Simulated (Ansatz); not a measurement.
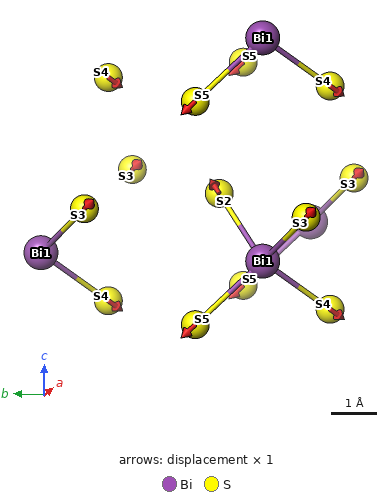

A relaxation of crystalline BiS4 (a generated structure, set up in P-43m) (coarse preliminary run). The starting structure is drawn; red arrows show the displacements (the part carried along by the change of the cell is left out), at their true length.

A ball-and-stick model of the atoms within 5.0 Å of the atom that moves most (axes of the cell of the calculation), seen from a free direction.

The calculation used DFT PBE, scalar-relativistic, plane waves, PAW (Ansatz).

Input
```yaml
crystal:
  lattice:
    - [5.15485274, 0.0, 0.0]
    - [0.0, 5.15485274, 0.0]
    - [0.0, 0.0, 5.15485274]
  atoms:
    - { symbol: Bi, position: [0.0, 0.0, 0.0] }
    - { symbol: S, position: [0.25, 0.25, 0.25] }
    - { symbol: S, position: [0.75, 0.75, 0.25] }
    - { symbol: S, position: [0.25, 0.75, 0.75] }
    - { symbol: S, position: [0.75, 0.25, 0.75] }
basis:
  ecutwfc: 420
kpoints:
  mp_grid: { grid: [4, 4, 4] }
hamiltonian:
  xc: pbe
scf:
  occupations: { method: gaussian, width: 0.1 }
  lower_state_search: "off"
output:
  forces: true
  stress: true
  eigenvalues: true
relax:
  adjacent_minimum: "off"
  f_tol: 0.04
  max_steps: 70
  cell: { stress_tol: 0.4 }
```

Run as
```bash
ansatz run input.yaml --threads 1 --pin off --max-ram 2560MiB --backend cpu --events-out ev --progress --plain --runs-dir out
```

**Which element moves most?**

Sulfur: up to 0.49 Å, against 0.00 Å for bismuth.

**What did the optimiser do to the structure, and how much energy did it gain?**

Over 5 accepted moves (7 points after the start) the energy falls by 539 meV per atom. The largest force component goes from 2.6 to 0.0028 eV/Å. The pressure goes from 13.16 to −0.36 GPa. The line search rejected the trial step at point 3 of the run. The SCF was repeated once at an unchanged geometry on a basis and grid sized afresh for the cell, which shifted the energy by 0.3 meV per atom at most. The largest moves relative to the cell, 0.49 Å, are those of S2, S3, S4 and S5. S2 goes along [1 1 1]. Bi stays in place. Cell: a = b = c 5.155 → 4.915 Å (−4.7 %). Volume −13.3 %. Near-neighbour distances that change, for instance: S2–S3 3.645 → 2.669 Å, Bi1–S2 2.232 → 2.622 Å. The space group stays P-43m (No. 215).
